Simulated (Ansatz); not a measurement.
MgO, space group P6_3mc (No. 186), a = 3.308 Å, b = 3.308 Å, c = 4.983 Å, α = 90.00°, β = 90.00°, γ = 120.00°

| site | Wyckoff | x | y | z |
| --- | --- | --- | --- | --- |
| Mg | 2b | 0.3333 | 0.6667 | 0.0022 |
| O | 2b | 0.3333 | 0.6667 | 0.4024 |

The structure is a calculation's input; it may be strained or unrelaxed.

Q: Describe the coordination of Mg.

A: MgO4: a slightly distorted tetrahedron (coordination number 4, S = 0.22; next best see-saw, S = 8.8). Bonds: 3 × Mg–O 1.97 Å and 1 × Mg–O 1.99 Å. The next neighbour, not counted, lies at 2.99 Å.

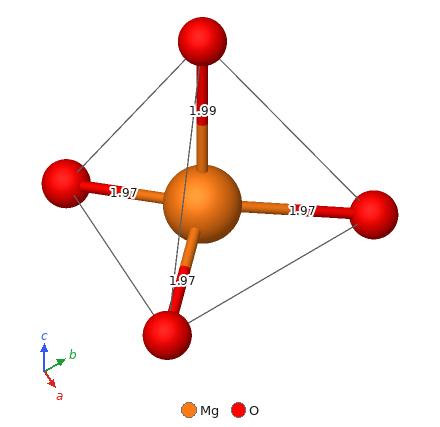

The polyhedron about Mg. The shape measure S (0 to 100) is the computed least-squares distance from an ideal polyhedron; S = 0 means ideal.
